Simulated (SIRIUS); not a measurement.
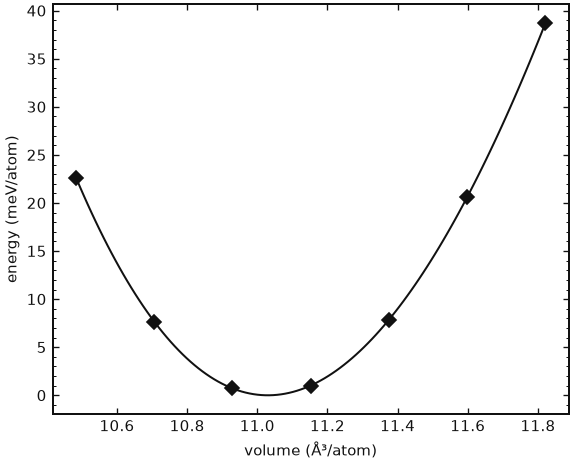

The picture above shows the energy against volume for HfO₂, space group Fm-3m (No. 225).

Cell as given: a = 3.617 Å, b = 3.617 Å, c = 3.617 Å, α = 60.00°, β = 60.00°, γ = 60.00°; 3 atoms.

Method: all-electron LAPW DFT, no spin polarisation; energies at scaled volumes of the given cell, shape and fractions fixed, counted from the fit's minimum, third-order Birch-Murnaghan fit (SIRIUS 7.12.0). Level: PBE.

- k mesh: 9×9×9
- occupations: Fermi–Dirac
- smearing width: 0.05 eV
- potentials: all electron FP LAPW
- program settings: basis apw+lo standard, gk cutoff 4.74 1/bohr, pw cutoff 25 1/bohr

Tabulate the plotted points.

| volume (Å³/atom) | energy (meV/atom) |
| --- | --- |
| 10.48 | 22.63 |
| 10.71 | 7.60 |
| 10.93 | 0.78 |
| 11.15 | 1.00 |
| 11.38 | 7.84 |
| 11.60 | 20.67 |
| 11.82 | 38.73 |
